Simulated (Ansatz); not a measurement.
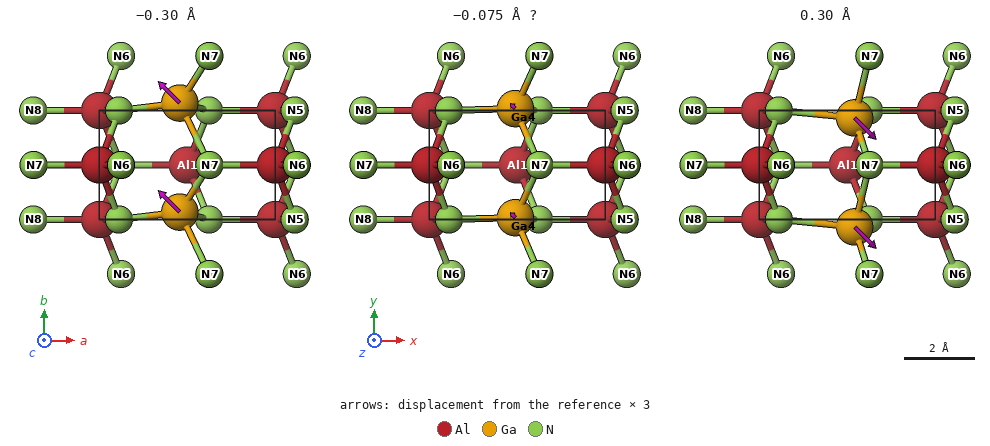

A scan of crystalline Al3GaN4 (Pm): the whole Ga sublattice is shifted rigidly, along Cartesian [1 -1 0], all else fixed. The picture is a ball-and-stick view of the cell of the calculation, seen along the c axis. Purple arrows: displacements from the reference.

Theory: DFT r2SCAN, scalar-relativistic, plane waves, PAW in Ansatz 0.2.0. Settings: plane-wave cutoff 500 eV; k-point mesh 6 × 8 × 4; occupations gaussian; smearing width 0.05 eV; no spin polarisation. Energies (free energies at the smearing named) are counted from the relaxed crystal.

```tsv
displacement (Å)	energy change (meV/cell)
−0.3000	724
−0.2250	409
−0.1500	183
−0.0750	?
0.0000	0
0.0750	47
0.1500	192
0.2250	440
0.2625	605
0.3000	800
```

Estimate the missing energy from the other rows, and compare with the calculation.

A straight line between the two neighbours gives 92 meV/cell. A cubic through the four nearest rows (−0.2250, −0.1500, 0.0000, 0.0750) gives, with Lagrange weights, (−0.1667)(409) + (0.6667)(183) + (0.6667)(0) + (−0.1667)(47) = 46 meV/cell. The calculation gives 46 meV/cell, so the cubic is right to the digits shown and the straight line 46 meV/cell too high, as the curve bends upwards here.

The whole profile:

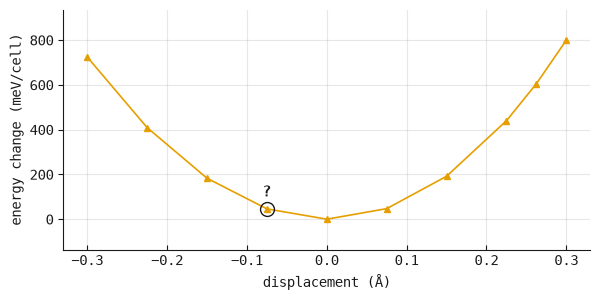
